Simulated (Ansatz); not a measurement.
# Ti: geometry relaxation

The run: geometry relaxation of Ti (1 atom in the cell). Method and program: DFT PBE, scalar-relativistic, plane waves, PAW, no spin polarisation (Ansatz 0.2.0).

The structure derives from an entry of the Crystallography Open Database. Figures and captions count atoms from 1; the log counts them from 0 in places.

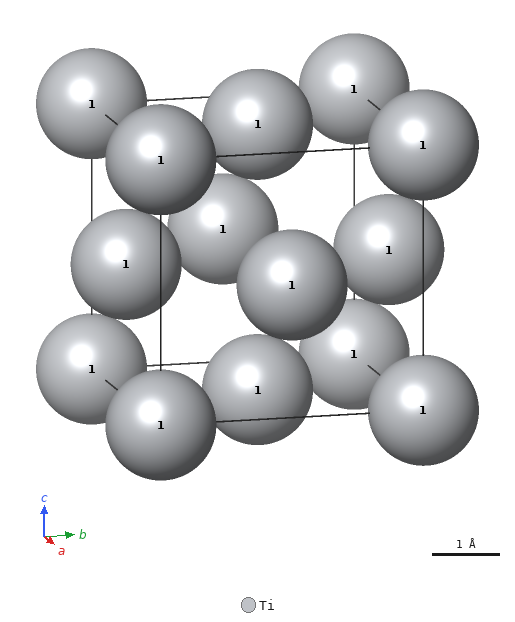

Figure 1. The starting structure (spheres-only view of the cell 4 times as large as that of the calculation, set on its symmetry axes, seen slightly off an axis; atoms are numbered from 1 in the order of the input). An atom can appear more than once, as a periodic image.

**Results in brief**

| quantity | value |
| --- | --- |
| outcome | converged |
| space group (tolerance 0.01 Å) | Fm-3m (225) |
| electrons treated | 12 |
| free energy | −2499.6129 eV |
| Fermi energy | 13.251 eV |
| gap on the k-point mesh | none (metallic) |
| pressure | 0.00 GPa |
| final volume | 17.38 Å³ |
| largest force (length of the vector) at the end | under 0.001 eV/Å |
| final cell | a = 2.908 Å, b = 2.908 Å, c = 2.908 Å, α = 60.00°, β = 60.00°, γ = 60.00° |
| hardware | 1 thread of Arm Neoverse V1, 24 GiB of memory available, shared host |
| wall time | 13 s |
| peak memory | 0.32 GiB |

**Input file**
```yaml
crystal:
  lattice:
    - [0.0, 2.03, 2.03]
    - [2.03, 0.0, 2.03]
    - [2.03, 2.03, 0.0]
  atoms:
    - { symbol: Ti, position: [0.0, 0.0, 0.0] }
basis:
  ecutwfc: 420
kpoints:
  mp_grid: { grid: [18, 18, 18] }
hamiltonian:
  xc: pbe
scf:
  occupations: { method: gaussian, width: 0.1 }
output:
  forces: true
  stress: true
  eigenvalues: true
  write_density: true
  write_potential: true
  elf: true
  volumetric_format: npy
relax:
  adjacent_minimum: "off"
  f_tol: 0.005
  max_steps: 80
  cell: { stress_tol: 0.05 }
```

Launch command:
```bash
ansatz run input.yaml --threads 1 --pin off --max-ram 2560MiB --backend cpu --events-out ev --progress --plain --runs-dir out
```

**Log**
```
Engine: ansatz 0.2.0, aarch64-unknown-linux-gnu
Pseudopotentials: kind: paw
Pseudopotential: Ti, paw, valence charge 12, recommended cutoff 420 eV (normal), Ti.paw.azcp
Functional definition: PBE
  parameter kappa = 0.804
  parameter beta = 0.06672455060314922
  exchange = pbe_x(kappa = kappa, mu = beta*pi^2/3)
  correlation = pbe_c(beta = beta)
Crystal: 1 atoms, lattice volume = 16.731 Å³
Basis set: ecut = 420 eV, 331 PW (Γ), exchange–correlation on 40×40×40 points (8 copies of the dense FFT grid, shifted against one another)
Bands: 10, of which v1, the nominal top of the filled ones, is band 6 counted from 1 (5 counted from 0)
Symmetry: 48 space group operations
Space group: Fm-3m (ITA 225), of the structure as read, at distance tolerance 2.6e-5 Å
k-points: 195 of 5832
Non-local potential: Ti, projectors of the file, l = 0: 3, l = 1: 2, l = 2: 3, l = 3: 1
PAW form: soft (Blöchl's): semilocal exchange-correlation on the pseudo side does not see the compensation charge
PAW one-centre angular grid: Ti, 590 points (default); XC on 64 Gauss nodes
Initial density: superposition of atomic densities (neutral atoms: chi_scale 0, normalization atom), corrected by the library's trained network
Initial wavefunctions: pseudopotential atomic-orbital guess
Functional: x = pbe(κ = 0.804, μ = 0.2195149727645171), c = pbe(β = 0.06672455060314922)
SCF iter   1: F=—  HF=-2499.604109 eV  |F-HF|=—  |Δ(HF+E_count)|=         —  Δρ=2.54e-3  dr2=2.76e-4  ethr=1.77e-3  ⟨swp⟩=4.3  Hψ=10157  notcnv=0
preconditioner: auto → none  [metal: Δε(μ)=0.010 eV  Ē_g=4.281 eV  σ=0.100 eV  W_gap=0.06  n_scr=0 (ndim 8)  ℏωp=18.2 eV  f_vac=0.000  D(μ)=1.70/eV (n_scr^D=14)]
SCF iter   2: F=—  HF=-2499.604165 eV  |F-HF|=—  |Δ(HF+E_count)|=   5.56e-5  Δρ=1.28e-3  dr2=6.26e-5  ethr=2.30e-6  ⟨swp⟩=1.9  Hψ=3987  notcnv=0
SCF iter   3: F=—  HF=-2499.604272 eV  |F-HF|=—  |Δ(HF+E_count)|=   1.07e-4  Δρ=1.74e-4  dr2=3.44e-6  ethr=5.21e-7  ⟨swp⟩=2.1  Hψ=2376  notcnv=0
SCF iter   4: F=—  HF=-2499.604272 eV  |F-HF|=—  |Δ(HF+E_count)|=   6.46e-7  Δρ=4.57e-5  dr2=3.23e-7  ethr=2.87e-8  ⟨swp⟩=2.2  Hψ=2997  notcnv=0
iter 5 did not close the SCF: its close was put off for the readings that it lacked (scf_convergence_deferred on its scf_iter line)
SCF iter   5: F=-2499.604271 eV  HF=-2499.604271 eV  |F-HF|=9.74e-10  |Δ(HF+E_count)|=   7.49e-8  Δρ=4.83e-6  dr2=1.02e-9  ethr=2.69e-9  ⟨swp⟩=2.5  Hψ=2756  notcnv=0
SCF iter   6: F=-2499.604271 eV  HF=-2499.604271 eV  |F-HF|=2.07e-10  |Δ(HF+E_count)|=   1.23e-9  Δρ=1.48e-6  dr2=3.07e-10  ethr=8.53e-12  ⟨swp⟩=3.7  Hψ=8447  notcnv=0
SCF 1 converged in 6 iterations: F = -2499.604271 eV  dr2 = 3.07e-10
  greatest PAW one-centre occupation: 0.999 electrons in one spin orbital (limit 2), on the Ti atom at site 0 (counted from 0), in its partial waves of l = 0
relax step   1: F+E_penalty+E_count = -2499.60427143 eV  Δ(F+E_penalty+E_count) = +0.000e0 eV  max|allowed force component| = 0.000e0 eV/Å  Δτ_max = 0.0000 Å  P = +4.380 GPa  Ω = 16.731 Å³  (6 SCF iters, dr2 threshold 1.00e-7 eV, accepted)
Crystal: 1 atoms, lattice volume = 17.878 Å³
Basis set: ecut = 420 eV, 339 PW (Γ), exchange–correlation on 40×40×40 points (8 copies of the dense FFT grid, shifted against one another)
Initial density: handed on by an earlier stage of this run
Initial wavefunctions: those handed on with the density
iter 1 solved again at ethr=4.96e-6 eV; its pass at ethr=3.10e-3 eV (dr2=5.95e-4 eV) is discarded
SCF iter   1: F=—  HF=-2499.608284 eV  |F-HF|=—  |Δ(HF+E_count)|=         —  Δρ=1.83e-3  dr2=6.35e-4  ethr=4.96e-6  ⟨swp⟩=1.6  Hψ=13552  notcnv=0
preconditioner: auto → none  [metal: Δε(μ)=0.005 eV  Ē_g=3.986 eV  σ=0.100 eV  W_gap=0.03  n_scr=0 (ndim 8)  ℏωp=17.6 eV  f_vac=0.000  D(μ)=1.81/eV (n_scr^D=26)]
SCF iter   2: F=—  HF=-2499.608263 eV  |F-HF|=—  |Δ(HF+E_count)|=   2.12e-5  Δρ=1.11e-3  dr2=1.20e-4  ethr=4.96e-6  ⟨swp⟩=2.1  Hψ=2848  notcnv=0
SCF iter   3: F=—  HF=-2499.608273 eV  |F-HF|=—  |Δ(HF+E_count)|=   1.01e-5  Δρ=3.70e-4  dr2=8.89e-6  ethr=1.00e-6  ⟨swp⟩=2.9  Hψ=3169  notcnv=0
SCF iter   4: F=—  HF=-2499.608303 eV  |F-HF|=—  |Δ(HF+E_count)|=   3.05e-5  Δρ=3.93e-5  dr2=2.02e-7  ethr=7.41e-8  ⟨swp⟩=2.1  Hψ=2486  notcnv=0
SCF iter   5: F=-2499.608303 eV  HF=-2499.608303 eV  |F-HF|=2.50e-11  |Δ(HF+E_count)|=   1.50e-7  Δρ=1.96e-6  dr2=2.29e-10  ethr=8.33e-10  ⟨swp⟩=7.6  Hψ=10819  notcnv=0
SCF 2 converged in 5 iterations: F = -2499.608303 eV  dr2 = 2.29e-10
relax step   2: F+E_penalty+E_count = -2499.60830344 eV  Δ(F+E_penalty+E_count) = -4.032e-3 eV  max|allowed force component| = 0.000e0 eV/Å  Δτ_max = 0.0000 Å  P = -2.877 GPa  Ω = 17.878 Å³  energy of the carried Pulay correction = -1.093e-4 eV  (5 SCF iters, dr2 threshold 1.00e-7 eV, accepted)
Crystal: 1 atoms, lattice volume = 17.405 Å³
iter 1 solved again at ethr=9.85e-7 eV; its pass at ethr=3.10e-3 eV (dr2=1.18e-4 eV) is discarded
SCF iter   1: F=—  HF=-2499.612874 eV  |F-HF|=—  |Δ(HF+E_count)|=         —  Δρ=7.83e-4  dr2=1.14e-4  ethr=9.85e-7  ⟨swp⟩=1.8  Hψ=13452  notcnv=0
preconditioner: auto → none  [metal: Δε(μ)=0.006 eV  Ē_g=4.115 eV  σ=0.100 eV  W_gap=0.04  n_scr=0 (ndim 8)  ℏωp=17.8 eV  f_vac=0.000  D(μ)=1.76/eV (n_scr^D=14)]
SCF iter   2: F=—  HF=-2499.612864 eV  |F-HF|=—  |Δ(HF+E_count)|=   1.00e-5  Δρ=4.43e-4  dr2=1.83e-5  ethr=9.49e-7  ⟨swp⟩=2.0  Hψ=2805  notcnv=0
SCF iter   3: F=—  HF=-2499.612866 eV  |F-HF|=—  |Δ(HF+E_count)|=   2.11e-6  Δρ=1.53e-4  dr2=1.42e-6  ethr=1.52e-7  ⟨swp⟩=2.9  Hψ=3170  notcnv=0
SCF iter   4: F=-2499.612870 eV  HF=-2499.612870 eV  |F-HF|=5.24e-10  |Δ(HF+E_count)|=   4.02e-6  Δρ=1.43e-5  dr2=3.12e-8  ethr=8.33e-10  ⟨swp⟩=5.8  Hψ=11342  notcnv=0
SCF 3 converged in 4 iterations: F = -2499.612870 eV  dr2 = 3.12e-8
relax step   3: F+E_penalty+E_count = -2499.61287005 eV  Δ(F+E_penalty+E_count) = -4.567e-3 eV  max|allowed force component| = 0.000e0 eV/Å  Δτ_max = 0.0000 Å  P = -0.133 GPa  Ω = 17.405 Å³  energy of the carried Pulay correction = -6.511e-5 eV  (4 SCF iters, dr2 threshold 1.00e-7 eV, accepted)
Crystal: 1 atoms, lattice volume = 17.382 Å³
iter 1 solved again at ethr=7.96e-10 eV; its pass at ethr=3.10e-3 eV (dr2=9.56e-8 eV) is discarded
SCF iter   1: F=—  HF=-2499.612878 eV  |F-HF|=—  |Δ(HF+E_count)|=         —  Δρ=3.00e-5  dr2=1.20e-7  ethr=7.96e-10  ⟨swp⟩=2.0  Hψ=12805  notcnv=0
preconditioner: auto → none  [metal: Δε(μ)=0.010 eV  Ē_g=4.115 eV  σ=0.100 eV  W_gap=0.06  n_scr=0 (ndim 8)  ℏωp=17.8 eV  f_vac=0.000  D(μ)=1.76/eV (n_scr^D=14)]
SCF iter   2: F=—  HF=-2499.612881 eV  |F-HF|=—  |Δ(HF+E_count)|=   3.16e-6  Δρ=2.07e-5  dr2=3.87e-8  ethr=3.70e-10  ⟨swp⟩=4.9  Hψ=9773  notcnv=0
SCF iter   3: F=-2499.612881 eV  HF=-2499.612881 eV  |F-HF|=7.48e-9  |Δ(HF+E_count)|=   3.40e-8  Δρ=5.85e-6  dr2=2.83e-9  ethr=3.22e-10  ⟨swp⟩=7.4  Hψ=11152  notcnv=0
SCF 4 converged in 3 iterations: F = -2499.612881 eV  dr2 = 2.83e-9
relax step   4: F+E_penalty+E_count = -2499.61288117 eV  Δ(F+E_penalty+E_count) = -1.112e-5 eV  max|allowed force component| = 0.000e0 eV/Å  Δτ_max = 0.0000 Å  P = +0.005 GPa  Ω = 17.382 Å³  energy of the carried Pulay correction = -6.300e-5 eV  (3 SCF iters, dr2 threshold 4.44e-8 eV, accepted)
Initial wavefunctions: pseudopotential atomic-orbital guess (no wavefunctions were taken with the density)
iter 1 solved again at ethr=3.48e-8 eV; its pass at ethr=3.10e-3 eV (dr2=4.18e-6 eV) is discarded
SCF iter   1: F=—  HF=-2499.612918 eV  |F-HF|=—  |Δ(HF+E_count)|=         —  Δρ=1.76e-4  dr2=1.29e-7  ethr=3.48e-8  ⟨swp⟩=2.0  Hψ=14633  notcnv=0
SCF iter   2: F=—  HF=-2499.612932 eV  |F-HF|=—  |Δ(HF+E_count)|=   1.34e-5  Δρ=8.81e-5  dr2=3.37e-8  ethr=1.07e-9  ⟨swp⟩=1.8  Hψ=2362  notcnv=0
SCF iter   3: F=—  HF=-2499.612935 eV  |F-HF|=—  |Δ(HF+E_count)|=   3.08e-6  Δρ=1.11e-5  dr2=1.08e-8  ethr=2.81e-10  ⟨swp⟩=2.0  Hψ=2307  notcnv=0
SCF iter   4: F=—  HF=-2499.612935 eV  |F-HF|=—  |Δ(HF+E_count)|=   2.02e-8  Δρ=7.07e-7  dr2=2.23e-11  ethr=8.98e-11  ⟨swp⟩=2.4  Hψ=2932  notcnv=0
SCF iter   5: F=-2499.612935 eV  HF=-2499.612935 eV  |F-HF|=4.55e-13  |Δ(HF+E_count)|=  7.87e-11  Δρ=9.18e-8  dr2=1.09e-12  ethr=1.00e-12  ⟨swp⟩=4.6  Hψ=6470  notcnv=0
SCF 5 converged in 5 iterations: F = -2499.612935 eV  dr2 = 1.09e-12
relax step   5: F+E_penalty+E_count = -2499.61293469 eV  Δ(F+E_penalty+E_count) = -5.352e-5 eV  max|allowed force component| = 0.000e0 eV/Å  Δτ_max = 0.0000 Å  P = +0.002 GPa  Ω = 17.382 Å³  stress off target by 2.34e-3 GPa  SCF on the basis re-selected at this cell (its energy is not comparable with the rows above)  (5 SCF iters)
```

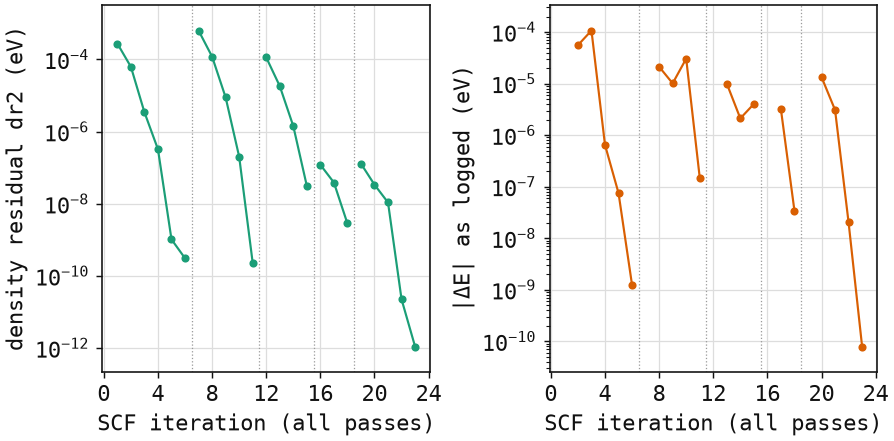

Figure 2. Convergence of the self-consistent field: density residual dr2 and size of the energy change against the SCF iteration. The dotted lines part the SCF passes of the relaxation: geometry steps, rejected trials and re-solves on a re-selected basis. The 5 passes take 3 to 6 iterations each, 23 in all.

```
basis re-selected at this cell: Δ(F+E_penalty+E_count) = -5.352e-5 eV, ΔP = -0.002 GPa vs the last step (what re-selecting the basis moved, of the pressure what is left beyond the Pulay correction that the steps carried, after the strain that the cell walked since its last selection, with what the two solves' SCF thresholds leave and, on support functions, any second-order correction that the steps lacked; it is no measure of the basis error at this ecutwfc). This SCF's stress stands 2.34e-3 GPa from its target on what of the cell is left free (relax.cell.stress_tol is 5.00e-2 GPa) and its largest allowed force component is 0.00e0 eV/Å (relax.f_tol is 5.00e-3 eV/Å): within both
SCF converged after 5 iterations
Free energy (F): -2499.612935 eV
Harris-Foulkes:  -2499.612935 eV  (|F-HF|=4.55e-13)
Internal energy: -2499.604135 eV  (E = F + TS)
E sigma→0 (E₀):  -2499.608535 eV
Entropy (-TS):   -0.008800 eV (-8.800 meV/atom)
Fermi energy:    13.250681 eV
--- Per-component energies (eV) ---
  E_band       = -157.310689
  E_kinetic    = 272.479788
  E_local      = -813.258631  (includes V_loc(G=0)·N_el)
  E_nonlocal   = 8.135690
  E_hartree    = 334.084316
  E_xc         = -97.439344
  E_vxc        = -121.900940  (∫ρ·V_xc dr)
  E_paw        = -1047.616890  (= ΣΔE_a)
  E_vpaw       = -170.935363  (= ΣTr[D̂ρ^β])
  E_aug_tail   = 0.000104  (compensation charges beyond the density's cutoff)
  E_ewald      = -1155.989167
  E_smearing   = -0.008800  (= −TS)
  E_closure    = 0.000000  (closes the sum)
  Σ components = -2499.612935   (vs F -2499.612935, Δ=0.00e0)
--- Forces (eV/Å), atoms counted from 1 ---
  atom   1  Ti    -0.00000000    -0.00000000    -0.00000000
  max |Σ_I F_I| component: 4.11e-32 eV/Å
--- Stress (GPa, compression-positive) ---
        0.002339       0.000000      -0.000000
        0.000000       0.002339       0.000000
        0.000000       0.000000       0.002339
  P = ⅓ Tr σ = 0.0023 GPa (0.023 kbar)
--- Band table (eV; the first three rows and the last of 195) ---
  k-point 0: bands = ["-43.4161", "-19.2913", "-19.2913", "-19.2913", "7.1813", "14.1287", "14.1287", "14.1287", "15.7639", "15.7639"]
  k-point 1: bands = ["-43.4124", "-19.3123", "-19.2939", "-19.2939", "7.2812", "14.0664", "14.1652", "14.1652", "15.7401", "15.7401"]
  k-point 2: bands = ["-43.4018", "-19.3723", "-19.3015", "-19.3015", "7.5741", "13.8962", "14.2602", "14.2602", "15.6864", "15.6864"]
  k-point 194: bands = ["-43.2531", "-19.7570", "-19.6895", "-19.5360", "11.6879", "12.5947", "13.1708", "15.4442", "17.1089", "21.0568"]
--- Relaxed structure (4 steps of the walk, 4 accepted, 1 SCFs on fresh bases) ---
  F+E_penalty+E_count = -2499.61293469 eV   max|allowed force component| = 0.000e0 eV/Å   (the final SCF, on the basis selected at the relaxed cell)
  cell:  # Å, volume = 17.3824 Å³
    - [-2.4521477908310027e-34, 2.0560175221611883, 2.0560175221611883]
    - [2.0560175221611883, 1.7515341363078578e-34, 2.0560175221611883]
    - [2.0560175221611883, 2.0560175221611883, 6.050754289063514e-34]
  atoms:
    - { symbol: Ti, position: [0.0, 0.0, 0.0] }
```

**Trajectory as extended XYZ (Å, eV, eV/Å), 5 frames, from step=1 to step=5**
```
1
Lattice="0.0000 2.0300 2.0300 2.0300 0.0000 2.0300 2.0300 2.0300 0.0000" Properties=species:S:1:pos:R:3:forces:R:3 step=1 energy=-2499.60427 pressure_GPa=4.38
Ti    0.0000    0.0000    0.0000    0.0000   0.0000   0.0000
1
Lattice="0.0000 2.0754 2.0754 2.0754 0.0000 2.0754 2.0754 2.0754 0.0000" Properties=species:S:1:pos:R:3:forces:R:3 step=2 energy=-2499.60830 pressure_GPa=-2.88
Ti    0.0000    0.0000    0.0000    0.0000   0.0000   0.0000
1
Lattice="0.0000 2.0569 2.0569 2.0569 0.0000 2.0569 2.0569 2.0569 0.0000" Properties=species:S:1:pos:R:3:forces:R:3 step=3 energy=-2499.61287 pressure_GPa=-0.13
Ti    0.0000    0.0000    0.0000    0.0000   0.0000   0.0000
1
Lattice="0.0000 2.0560 2.0560 2.0560 0.0000 2.0560 2.0560 2.0560 0.0000" Properties=species:S:1:pos:R:3:forces:R:3 step=4 energy=-2499.61288 pressure_GPa=0.00
Ti    0.0000    0.0000    0.0000    0.0000   0.0000   0.0000
1
Lattice="0.0000 2.0560 2.0560 2.0560 0.0000 2.0560 2.0560 2.0560 0.0000" Properties=species:S:1:pos:R:3:forces:R:3 step=5 energy=-2499.61294 pressure_GPa=0.00
Ti    0.0000    0.0000    0.0000    0.0000   0.0000   0.0000
```

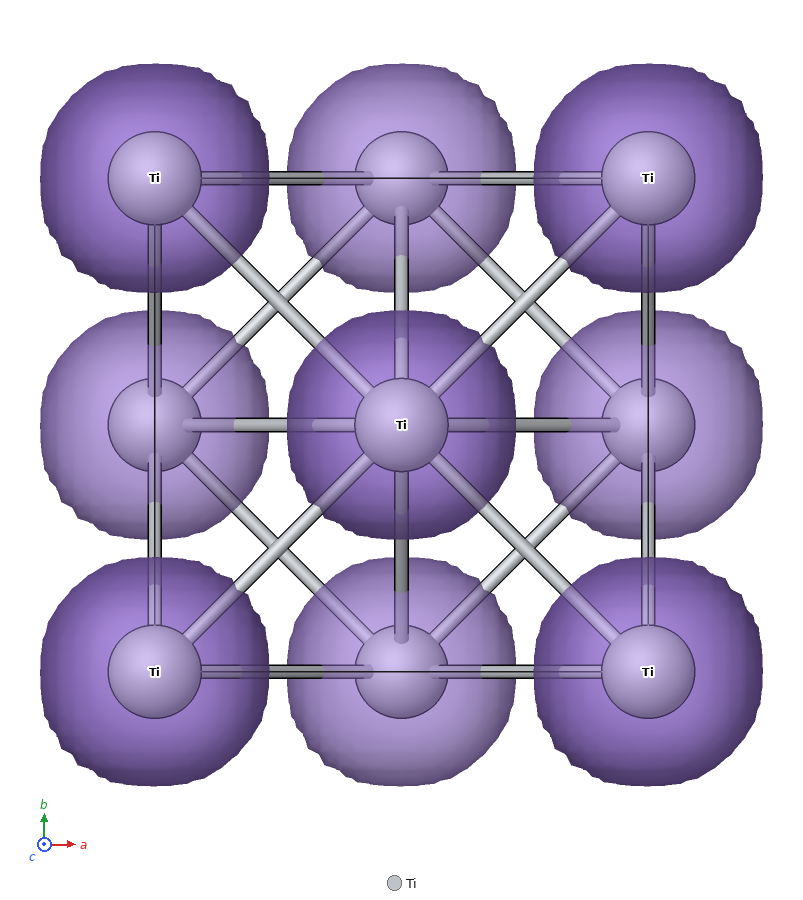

Figure 3. Isosurface of the valence pseudo-density at 0.4 e/Å³ (purple), seen along the c axis. Sticks mark near contacts. The outline is the cell set on symmetry axes. At this value the density breaks into separate islands; it holds about 75 % of the electrons treated as valence (semicore included). It is pinched off along the Ti–Ti (2.91 Å) contacts. On the grid the lowest density along these lines, outside the cores, is 0.19 e/Å³ (Ti–Ti, 2.91 Å). The fields are those of the smooth PAW valence density.

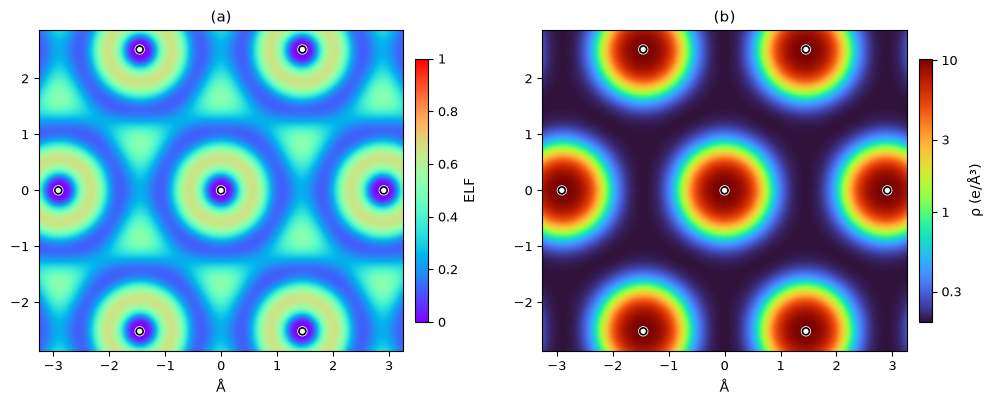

Figure 4. (a) electron localisation function; (b) valence pseudo-density on the (111) plane of the conventional cell. Circles mark the nuclei in the plane (Ti). The section cuts through Ti sites. Ti–Ti (2.91 Å): ρ is about 0.19 e/Å³ halfway; the ELF is about 0.25 at the midpoint (no localised pair between them). Away from the nuclei the density in this plane falls to 0.19 e/Å³ at its lowest. The strong features right at Ti lie inside the PAW spheres (semicore, d or f shells) and say nothing about bonding.

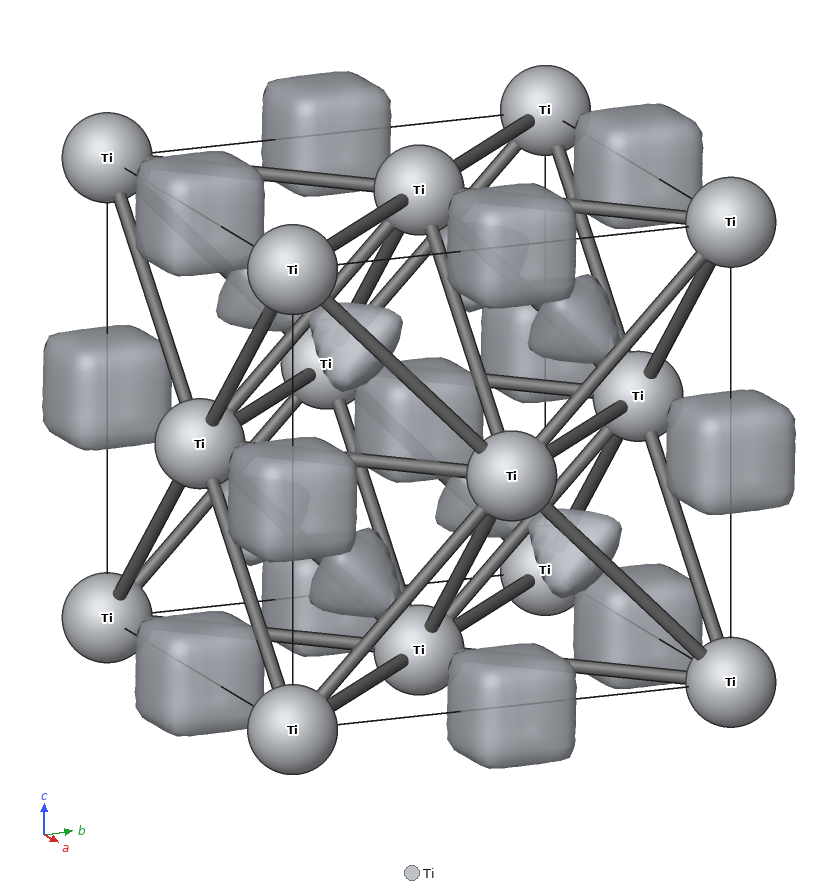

Figure 5. Isosurface of the ELF at 0.55 (grey), seen slightly off an axis. Core shells and regions of very low density are left out. Sticks mark near contacts. The outline is the cell set on symmetry axes. Along the contacts the grid gives the following. Ti–Ti (2.91 Å): the ELF is about 0.25 at the midpoint (no shared electron pair).
